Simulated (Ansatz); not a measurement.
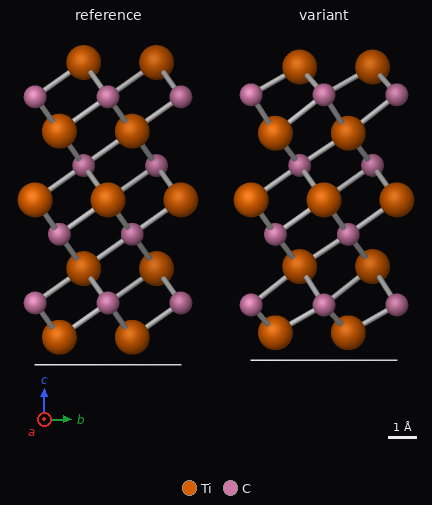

Left: a (1 1 1) slab of TiC as cut from the relaxed bulk. Right: the same structure after one change, at the same scale. The picture is a ball-and-stick view of the 2 × 2 repeat of the cell, outlined in the plane, without the vacuum, seen along the a axis.

Level of theory: DFT PBE, scalar-relativistic, plane waves, PAW (Ansatz). Settings: plane-wave cutoff 420 eV; occupations gaussian; smearing width 0.1 eV; no spin polarisation. The k-mesh is chosen for each cell (12×12×14, 12×12×1).

The atoms of the slab are relaxed at the bulk's in-plane cell.

And its effect?

Answer. The slab isn't stoichiometric; relaxing it gains 0.530 J/m². The top spacing, between the Ti and C planes, goes from 1.25 to 1.01 Å (−19.0 %), the bottom one (Ti to C) from 1.25 to 1.01 Å (−19.0 %). The cell stays as it was. The largest moves relative to the layer's centre, 0.16 Å, are those of Ti atoms. By element the largest moves are Ti 0.16 Å, C 0.07 Å. Some distances before and after: C–Ti 2.166 → 2.038 to 2.255 Å.
